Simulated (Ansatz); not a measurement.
C₁₀O (slab)

```cif
data_structure
_symmetry_space_group_name_H-M 'P 1'
_symmetry_Int_Tables_number 1
_cell_length_a 2.4650
_cell_length_b 2.4650
_cell_length_c 32.4769
_cell_angle_alpha 90.000
_cell_angle_beta 90.000
_cell_angle_gamma 120.000
_cell_volume 170.90
loop_
_atom_site_label
_atom_site_type_symbol
_atom_site_fract_x
_atom_site_fract_y
_atom_site_fract_z
_atom_site_occupancy
C1 C 0.00000 0.00000 0.26172 1
C2 C 0.66667 0.33333 0.26172 1
C3 C 0.00000 0.00000 0.36547 1
C4 C 0.33333 0.66667 0.36547 1
C5 C 0.89627 0.79255 0.46943 1
C6 C 0.56307 0.12613 0.46943 1
C7 C 0.89010 0.78019 0.57309 1
C8 C 0.22342 0.44683 0.57300 1
C9 C 0.18370 0.36740 0.67811 1
C10 C 0.84893 0.69786 0.66905 1
O1 O 0.24703 0.49406 0.71989 1
```

The SCF solution may not be the lowest one.

These are results of DFT PBE+D3(BJ), scalar-relativistic, plane waves, PAW (Ansatz), not measurements.

Core electrons are frozen (PAW), and the valence fields are smoothed inside the atomic spheres.

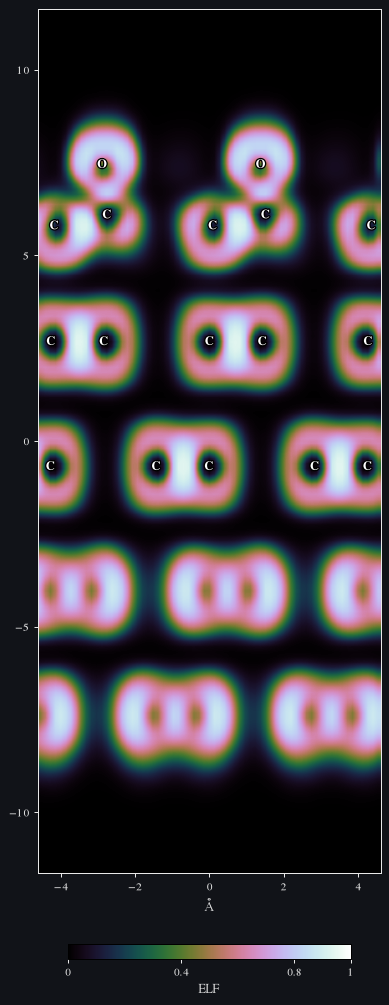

Figure 1. ELF on the (110) plane of the calculation cell, a cut from vacuum to vacuum.

What does the map show?

The plane passes through C and O nuclei. Atoms just off the plane (C, 0.4 Å away) can leave unmarked features too. C–O (1.38 Å): the ELF peaks at about 0.85 between the atoms. C–C (1.42 Å): the ELF peaks at about 0.95 between the atoms. The ELF also peaks beside O, away from the bonds: lone-pair regions.

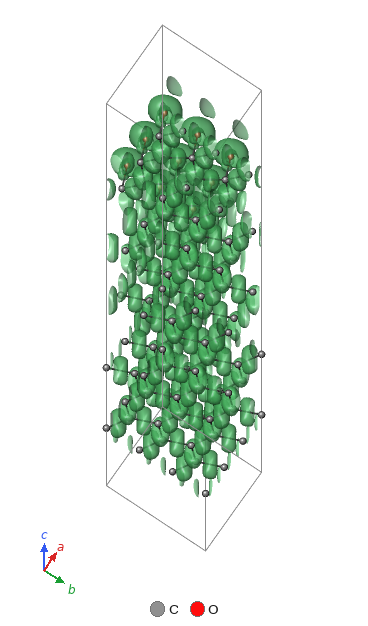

Figure 2. Isosurface of the ELF at 0.75 (green), seen at an oblique angle. Core shells and regions of very low density are left out. Sticks mark near contacts.

Where are the electrons localised?

The ELF exceeds this value in 15 regions between bonded C–C atoms and one region on O in which the atom's valence shell and bonds are merged, counted in one cell of 11 atoms. Counts are for one cell; the picture repeats the cell along the surface.
